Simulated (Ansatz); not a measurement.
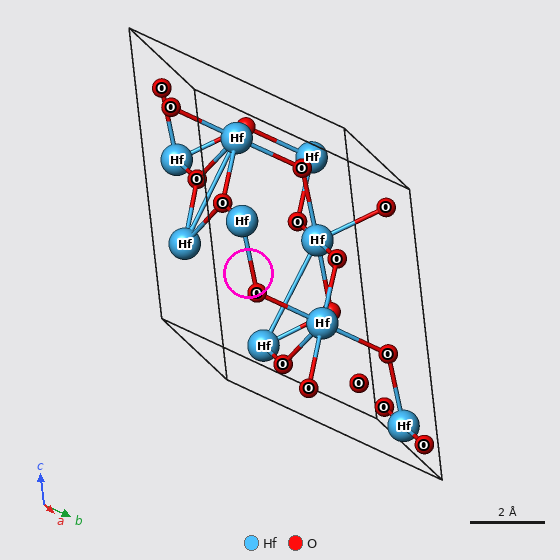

A ball-and-stick rendering, viewed slightly off an axis. The edges of the supercell are marked. The host is HfO$_{2}$, in a cell of 24 sites, and the cell is neutral. A ring marks the defect's site.

### What defect is present?

An oxygen vacancy. Around the empty site lie three Hf at about 2.0 to 2.1 Å.

The atoms were relaxed in the host's cell with Ansatz 0.2.0, DFT PBEsol, scalar-relativistic, plane waves, PAW.
